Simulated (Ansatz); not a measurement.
## Run report: BN, band-structure calculation

BN (P-6m2, 4 atoms in the cell), computed with DFT HSE06, scalar-relativistic, plane waves, PAW, no spin polarisation (Ansatz 0.2.0).

The structure was made by a generator, so it may or may not be a known phase.

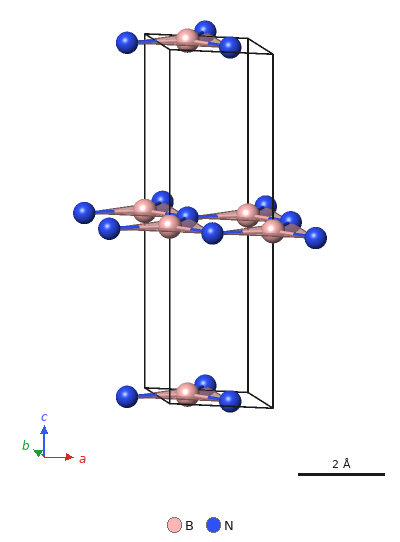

Figure 1. The input geometry (polyhedral view of the cell of the calculation, seen slightly off an axis; polyhedra are completed across the faces of the cell). An atom can appear more than once, as a periodic image.

**The input**
```yaml
crystal:
  lattice:
    - [2.5121490623, 0.0, 0.0]
    - [-1.2560745311, 2.175584906, 0.0]
    - [0.0, 0.0, 8.3518967055]
  atoms:
    - { symbol: B, position: [0.0, 0.0, 0.5] }
    - { symbol: B, position: [0.3333333333, 0.6666666667, 0.0] }
    - { symbol: "N", position: [0.3333333333, 0.6666666667, 0.5] }
    - { symbol: "N", position: [0.6666666667, 0.3333333333, 0.0] }
basis:
  ecutwfc: 420
kpoints:
  mp_grid: { grid: [12, 12, 2] }
  band_path:
    path:
      - [[0.0, 0.0, 0.0], [0.5, 0.0, 0.0], [0.33333333, 0.33333333, 0.0], [0.0, 0.0, 0.0], [0.0, 0.0, 0.5], [0.5, 0.0, 0.5], [0.33333333, 0.33333333, 0.5], [0.0, 0.0, 0.5]]
      - [[0.5, 0.0, 0.5], [0.5, 0.0, 0.0]]
      - [[0.33333333, 0.33333333, 0.5], [0.33333333, 0.33333333, 0.0]]
    npoints: 4
hamiltonian:
  xc: hse06
scf:
  occupations: { method: gaussian, width: 0.02 }
output:
  forces: true
  stress: true
  eigenvalues: true
  populations: true
  dos: { projected: true, de: 0.02 }
  bader: false
  write_density: true
  write_potential: true
  elf: true
  volumetric_format: npy
```

Launched with:
```bash
ansatz run input.yaml --threads 1 --pin off --max-ram 2560MiB --backend cpu --events-out ev --progress --plain --runs-dir out
```

**The program's output**
```
Warning: output.stress: scf.convergence.dr2_threshold = 1e-7 eV (the SCF's general default) is looser than the 4e-10 eV advised for a printed stress (1e-10 eV for each atom of the cell: 4). What an SCF threshold leaves in a stress goes as its square root, and in the free energy as the threshold itself, and one threshold admits the most on a small cell: of the crystals measured, under no hybrid functional and no lock of the moments, on runs that ended without the residual-converged pass, on stresses that held no estimate of that error, the worst erred by over 100 MPa in a component at 1e-7 eV an atom and by under 5 at 1e-10. Set scf.convergence.dr2_threshold to 4e-10 eV or tighter. The threshold is an SCF's pass mark: one that does not reach it within its budget of iterations ends unconverged, or closes short of it on a stop that the run arms, and scf.convergence.dr2_threshold's page says what that costs each kind of run
Warning: output.stress: scf.exx.energy_threshold = 1e-6 eV is looser than the 4e-8 eV advised for a stress under a hybrid functional (1e-8 eV for each atom of the cell: 4). Every SCF of the exchange loop can meet its threshold on dr2 while the loop round them stops early: no threshold on dr2 bounds what that leaves in the stress. Set scf.exx.energy_threshold to 4e-8 eV or tighter. The threshold is the loop's pass mark: a loop that does not reach it within its budget of cycles ends unconverged, and scf.exx.energy_threshold's page has the law
Engine: ansatz 0.2.0, x86_64-unknown-linux-gnu
Pseudopotentials: kind: paw
Pseudopotential: B, paw, valence charge 3, recommended cutoff 420 eV (normal), B.paw.azcp
Pseudopotential: N, paw, valence charge 5, recommended cutoff 420 eV (normal), N.paw.azcp
Functional definition: HSE06
  parameter a = 0.25
  parameter omega = 0.11/bohr
  exchange = pbe_x - a*pbe_x_sr(omega) + a*exact_x_sr(omega)
  correlation = pbe_c
Crystal: 4 atoms, lattice volume = 45.646 Å³
Basis set: ecut = 420 eV, 885 PW (Γ), exchange–correlation on 36×36×120 points (8 copies of the dense FFT grid, shifted against one another)
Bands: 12, of which v1, the nominal top of the filled ones, is band 8 counted from 1 (7 counted from 0)
Symmetry: 12 space group operations
Space group: P-6m2 (ITA 187), of the structure as read, at distance tolerance 3.6e-5 Å
k-points: 38 of 288 (time reversal used)
Non-local potential: B, projectors of the file, l = 0: 2, l = 1: 2, l = 2: 1
Non-local potential: N, projectors of the file, l = 0: 2, l = 1: 2, l = 2: 1
PAW form: soft (Blöchl's): semilocal exchange-correlation on the pseudo side does not see the compensation charge
PAW frozen core: B, regenerated for the run's functional, and the local potential with it (the file was generated under x = pbe(κ = 0.804, μ = 0.2195149727645171), c = pbe(β = 0.06672455060314922))
PAW frozen core: N, regenerated for the run's functional, and the local potential with it (the file was generated under x = pbe(κ = 0.804, μ = 0.2195149727645171), c = pbe(β = 0.06672455060314922))
PAW one-centre angular grid: B, 110 points (default); XC on 64 Gauss nodes
PAW one-centre angular grid: N, 110 points (default); XC on 64 Gauss nodes
Initial density: superposition of atomic densities (neutral atoms: chi_scale 0, normalization atom), corrected by the library's trained network
Initial wavefunctions: pseudopotential atomic-orbital guess
Functional: x = pbe(κ = 0.804, μ = 0.2195149727645171), c = pbe(β = 0.06672455060314922), warm-up for x = pbe(κ = 0.804, μ = 0.2195149727645171) + 0.25 (exact − pbe) at short range (hse, ω = 0.20786987370883472 Å⁻¹), c = pbe(β = 0.06672455060314922); HSE06 as pw.x's `hse` composes it (authors' and Libxc's form: `xc: wpbeh`)
SCF iter   1: F=—  HF=-1084.857529 eV  |F-HF|=—  |Δ(HF+E_count)|=         —  Δρ=3.88e-3  dr2=2.37e-3  ethr=1.77e-3  ⟨swp⟩=8.6  Hψ=2367  notcnv=0
preconditioner: auto → none  [insulator: Δε(μ)=4.324 eV  Ē_g=15.355 eV  σ=0.020 eV  W_gap=1.00  n_scr=6 (ndim 8)  ℏωp=22.0 eV  f_vac=0.233  D(μ)=0.00/eV (n_scr^D=0)]
SCF iter   2: F=-1084.859058 eV  HF=-1084.858675 eV  |F-HF|=3.83e-4  |Δ(HF+E_count)|=   1.15e-3  Δρ=1.67e-3  dr2=3.73e-4  ethr=1.48e-5  ⟨swp⟩=4.7  Hψ=1429  notcnv=0  defer=31
SCF 1 stopped early in 2 iterations: F = -1084.859058 eV  dr2 = 3.73e-4
  greatest PAW one-centre occupation: 0.796 electrons in one spin orbital (limit 2), on the N atom at site 2 (counted from 0), in its partial waves of l = 0
Initial density: handed on by an earlier stage of this run
Initial wavefunctions: those handed on with the density
Functional: x = pbe(κ = 0.804, μ = 0.2195149727645171) + 0.25 (exact − pbe) at short range (hse, ω = 0.20786987370883472 Å⁻¹), c = pbe(β = 0.06672455060314922); HSE06 as pw.x's `hse` composes it (authors' and Libxc's form: `xc: wpbeh`)
Exchange kernel: α = 0.2500, screened, ω = 0.2079 Å⁻¹, Wigner–Seitz truncation, v(0) = 1044.0157 eV·Å³, q-mesh 12×12×2, nearest image of the exchange supercell L = 16.70 Å, pair-density grid 12×12×40, without the augmentation charges, whose exchange is taken in its separable form by FFT convolution over the k-point mesh (sized by the pseudopotential files, 15×15×60 at the most), smooth part of the exact exchange by density-matrix convolution
Frozen-core exchange: fock
SCF iter   1: F=—  HF=-1085.062882 eV  |F-HF|=—  |Δ(HF+E_count)|=         —  Δρ=7.12e-3  dr2=1.54e-2  ethr=2.33e-5  ⟨swp⟩=6.9  Hψ=2125  notcnv=0
preconditioner: auto → none  [insulator: Δε(μ)=5.438 eV  Ē_g=17.545 eV  σ=0.020 eV  W_gap=1.00  n_scr=6 (ndim 8)  ℏωp=22.0 eV  f_vac=0.231  D(μ)=0.00/eV (n_scr^D=0)]
SCF iter   2: F=—  HF=-1085.058145 eV  |F-HF|=—  |Δ(HF+E_count)|=   4.74e-3  Δρ=3.40e-3  dr2=2.53e-3  ethr=2.33e-5  ⟨swp⟩=3.1  Hψ=1308  notcnv=0
SCF iter   3: F=—  HF=-1085.063502 eV  |F-HF|=—  |Δ(HF+E_count)|=   5.36e-3  Δρ=1.60e-3  dr2=1.01e-3  ethr=1.17e-5  ⟨swp⟩=4.0  Hψ=1210  notcnv=0  defer=11
iter 4 solved again at ethr=3.52e-8 eV; its pass at ethr=6.05e-6 eV (dr2=5.63e-6 eV) is discarded
SCF iter   4: F=—  HF=-1085.063199 eV  |F-HF|=—  |Δ(HF+E_count)|=   3.04e-4  Δρ=1.82e-4  dr2=2.61e-5  ethr=3.52e-8  ⟨swp⟩=3.3  Hψ=1954  notcnv=0
SCF iter   5: F=—  HF=-1085.063310 eV  |F-HF|=—  |Δ(HF+E_count)|=   1.11e-4  Δρ=2.37e-4  dr2=2.21e-5  ethr=3.52e-8  ⟨swp⟩=4.0  Hψ=1216  notcnv=0  defer=1
SCF iter   6: F=-1085.063312 eV  HF=-1085.063304 eV  |F-HF|=8.39e-6  |Δ(HF+E_count)|=   6.55e-6  Δρ=3.63e-5  dr2=1.80e-6  ethr=3.52e-8  ⟨swp⟩=3.5  Hψ=1114  notcnv=0
SCF 2 stopped early in 6 iterations: F = -1085.063312 eV  dr2 = 1.80e-6
  greatest PAW one-centre occupation: 0.798 electrons in one spin orbital (limit 2), on the N atom at site 2 (counted from 0), in its partial waves of l = 0
hybrid outer 1: dexx = +6.561e-3 eV, tail = 1.35e-5 eV
Exchange kernel: α = 0.2500, screened, ω = 0.2079 Å⁻¹, Wigner–Seitz truncation, v(0) = 1044.0157 eV·Å³, q-mesh 12×12×2, nearest image of the exchange supercell L = 16.70 Å, pair-density grid 12×12×40, without the augmentation charges, whose exchange is taken in its separable form by FFT convolution over the k-point mesh (sized by the pseudopotential files, 15×15×60 at the most), smooth part of the exact exchange by density-matrix convolution
Frozen-core exchange: fock
SCF iter   1: F=—  HF=-1085.063395 eV  |F-HF|=—  |Δ(HF+E_count)|=         —  Δρ=3.91e-5  dr2=2.64e-7  ethr=4.22e-7  ⟨swp⟩=5.8  Hψ=1317  notcnv=0
preconditioner: auto → none  [insulator: Δε(μ)=5.463 eV  Ē_g=17.544 eV  σ=0.020 eV  W_gap=1.00  n_scr=6 (ndim 8)  ℏωp=22.0 eV  f_vac=0.234  D(μ)=0.00/eV (n_scr^D=0)]
SCF iter   2: F=—  HF=-1085.063395 eV  |F-HF|=—  |Δ(HF+E_count)|=   1.70e-7  Δρ=2.00e-5  dr2=9.50e-8  ethr=1.43e-9  ⟨swp⟩=3.8  Hψ=1152  notcnv=0  defer=12
SCF iter   3: F=-1085.063395 eV  HF=-1085.063395 eV  |F-HF|=2.63e-9  |Δ(HF+E_count)|=   1.55e-8  Δρ=6.33e-6  dr2=4.48e-9  ethr=4.98e-10  ⟨swp⟩=2.9  Hψ=856  notcnv=0  defer=10
SCF 3 converged in 3 iterations: F = -1085.063395 eV  dr2 = 4.48e-9
  Residual-converged pass: ⟨swp⟩=3.8  Hψ=1129  notcnv=0  max |occ|·‖R‖ = 2.4e-6 eV (tolerance 2.4e-6 eV)  dr2=4.14e-9  dr2_onsite=1.03e-9  max |Δocc| = 0.0e0
```

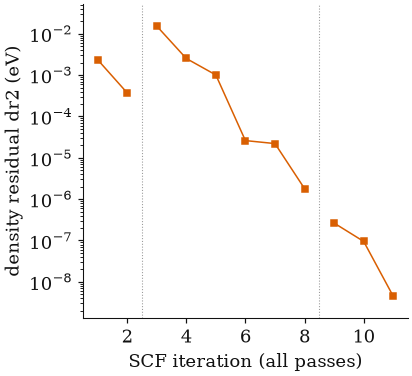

Figure 2. Convergence of the self-consistent field: density residual dr2 against the SCF iteration. The run starts with a semilocal functional; after that each stretch between dotted lines is one SCF of the hybrid functional between two exact rebuilds of the exchange operator by the outer loop. Early passes are stopped at a loose threshold. The passes take 2, 6 and 3 iterations.

```
hybrid outer 2: dexx = +2.370e-7 eV, tail = 1.47e-8 eV, Δε = 1.22e-3 eV (about 4.39e-5 eV left of the loop's levels)
NSCF: frozen V_eff on 39 k-points
hybrid SCF converged: 2 outer / 9 inner (+2 warm-up), last move |dexx| = 2.37e-7 eV, tail = 1.47e-8 eV
Stability not checked: this state was not tested for a lower state beside it, because the functional holds exact exchange (a hybrid, or Hartree-Fock), whose exchange loop this test does not read (fock_operator; see scf.lower_state_search)
Free energy (F): -1085.063395 eV
Frozen-core exchange: fock
Harris-Foulkes:  -1085.063395 eV  (|F-HF|=2.63e-9)
Internal energy: -1085.063395 eV  (E = F + TS)
E sigma→0 (E₀):  -1085.063395 eV
Fermi energy:    4.483991 eV
--- Per-component energies (eV) ---
  E_band       = -97.737716
  E_kinetic    = 365.554137
  E_local      = -956.679367  (includes V_loc(G=0)·N_el)
  E_nonlocal   = 113.404903
  E_hartree    = 339.365038
  E_xc         = -148.898808
  E_vxc        = -182.890132  (∫ρ·V_xc dr)
  E_exx        = -38.653215  (= α·E_x^exact, valence–valence)
  E_paw        = -410.121551  (= ΣΔE_a)
  E_vpaw       = -38.550981  (= ΣTr[D̂ρ^β])
  E_aug_tail   = 0.000198  (compensation charges beyond the density's cutoff)
  E_ewald      = -348.965316
  E_core_change = -0.069406  (= ΣΔE_core)
  E_smearing   = -0.000000  (= −TS)
  E_closure    = -0.000009  (closes the sum)
  Σ components = -1085.063395   (vs F -1085.063395, Δ=0.00e0)
--- Forces (eV/Å), atoms counted from 1 ---
  atom   1  B     -0.00000000    -0.00000000    -0.00000000
  atom   2  B      0.00000000     0.00000000    -0.00000000
  atom   3  N      0.00000000     0.00000000    -0.00000000
  atom   4  N      0.00000000     0.00000000    -0.00000000
  max |Σ_I F_I| component: 1.39e-16 eV/Å
--- Stress (GPa, compression-positive) ---
       -5.877713       0.000000      -0.000000
        0.000000      -5.877713      -0.000000
       -0.000000      -0.000000      -0.055850
  P = ⅓ Tr σ = -3.9371 GPa (-39.371 kbar)
--- Band table (eV; the first three rows and the last of 38) ---
  k-point 0: bands = ["-17.6707", "-17.6277", "-4.2358", "-3.6091", "0.1448", "0.1448", "0.1535", "0.1535", "7.2155", "10.7640", "13.3779", "15.0224"]
  k-point 1: bands = ["-17.6535", "-17.6453", "-3.9415", "-3.9338", "0.1445", "0.1445", "0.1531", "0.1531", "8.5658", "8.5686", "15.0254", "15.0254"]
  k-point 2: bands = ["-17.5265", "-17.4843", "-4.0356", "-3.4163", "-0.4571", "-0.4477", "-0.1289", "-0.1199", "7.4573", "10.8843", "13.6144", "14.9085"]
  k-point 37: bands = ["-13.7361", "-13.7275", "-6.8582", "-6.8505", "-6.2141", "-6.2058", "1.7435", "1.7524", "7.8087", "7.8145", "14.9125", "15.1460"]
--- Löwdin populations: 4 sites ---
  site symbol       q [e]
     0      B      2.5491
     1      B      2.5494
     2      N      5.3827
     3      N      5.3830
  spilling = 0.008479 (of n_electrons = 16.000000)
```

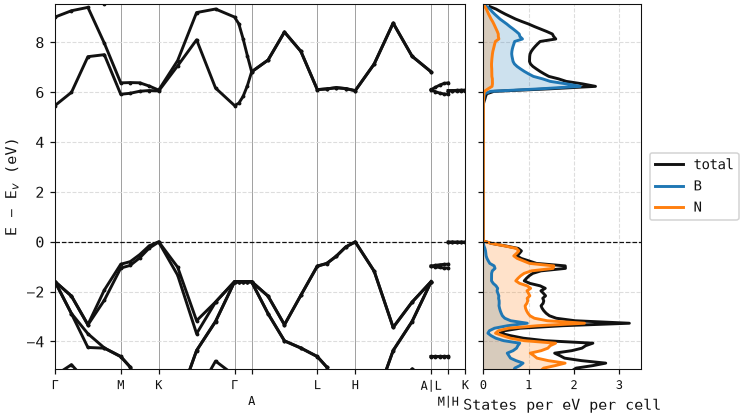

Figure 3. Band structure along Γ–M–K–Γ–A–L–H–A|L–M|H–K and density of states (projected on Löwdin-orthogonalised atomic shells), with energies from the valence-band top. There is a gap of 5.46 eV on this path, indirect, from K to Γ.

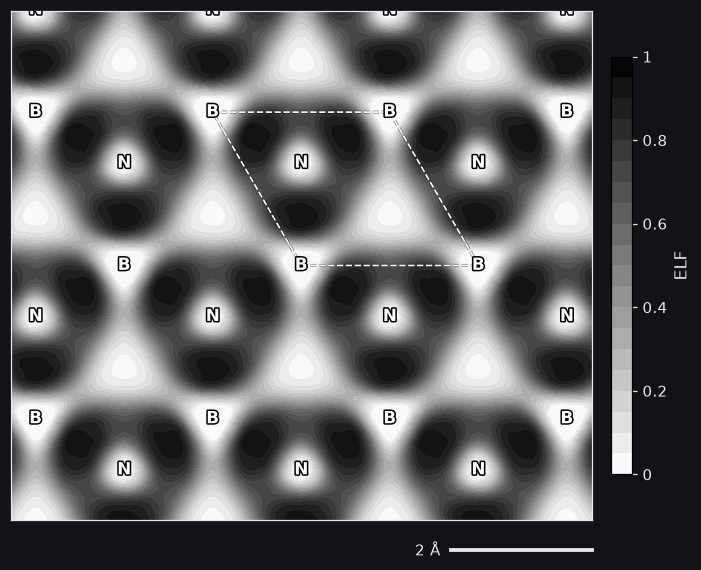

Figure 4. ELF on the (001) plane of the conventional cell. B–N (1.45 Å): the ELF peaks at about 0.95 between the atoms, which marks a shared but strongly polarised pair. Core electrons are frozen (PAW), so the fields are smoothed inside the atomic spheres.

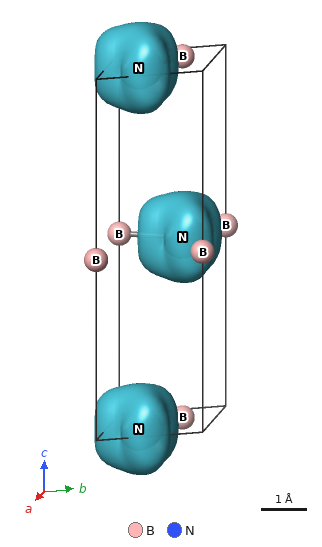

Figure 5. Isosurface of the electron localisation function at 0.7 (cyan), seen slightly off an axis. Core shells and regions of very low density are left out. Sticks mark near contacts. The outline is the cell set on symmetry axes. Values along the shortest contacts:

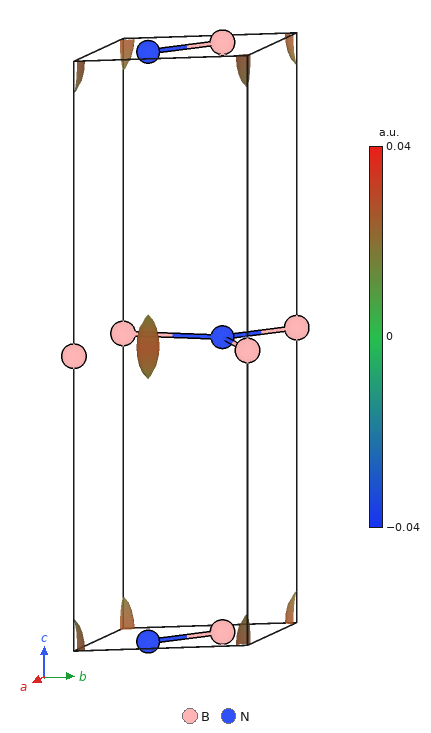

Figure 6. Non-covalent interaction (NCI) plot: the surface where the reduced density gradient is 0.4, for densities under 0.05 a.u., coloured by sign(λ₂)ρ; seen slightly off an axis. The outline is the cell set on symmetry axes.

**Key numbers**

| quantity | value |
| --- | --- |
| outcome | converged |
| space group (tolerance 0.01 Å) | P-6m2 (187) |
| electrons treated | 16 |
| free energy | −1085.0634 eV |
| Fermi energy | 4.484 eV |
| gap on the k-point mesh | 5.46 eV |
| gap on the band path | 5.46 eV |
| pressure | −3.94 GPa |
| largest force (length of the vector) | under 0.001 eV/Å |
| hardware | 1 thread of Intel Xeon @ 2.70GHz, 189 GiB of memory available, shared host |
| wall time | 10 min |
| peak memory | 1.5 GiB |

**Remarks**

Warnings of the run: the exchange loop's threshold is looser than advised for the stress; the SCF threshold is looser than advised for the printed stress.
